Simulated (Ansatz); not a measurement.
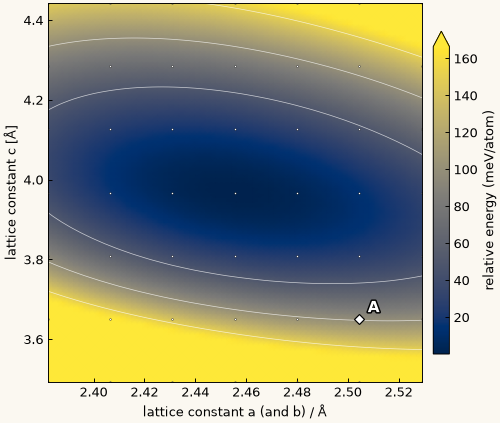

Co (P6_3/mmc, No. 194; 2 atoms in the cell). The energy is mapped over the lattice constants a and c of the conventional cell. The first coordinate is: lattice constant a (and b); the second: lattice constant c. Nothing is relaxed (symmetry fixes all fractional coordinates). The scan uses a 7 × 7 grid. Energies: meV/atom, counted from the lowest grid point. The electronic state followed may not be the lowest one. Theory: DFT PBEsol, scalar-relativistic, plane waves, PAW in Ansatz 0.2.0. Settings: cutoff 520 eV, k-mesh 21×21×12 in the order of the run's cell vectors, gaussian smearing 0.15 eV, spin-polarised.

The picture shows a smooth colour map with a few white contour lines, dots at the grid points, one colour for all values above the top of the scale, the point A. Between grid points the surface is interpolated.

Question: Which way does the force act at A, and how strong is it?

Answer: A, at lattice constant a (and b) = 2.505 Å, lattice constant c = 3.650 Å, is not a stationary point. The computed force is 117 meV/atom for each Å towards larger values of lattice constant a (and b) and 660 meV/atom for each Å towards larger values of lattice constant c.

PAW datasets: the set soft_1.
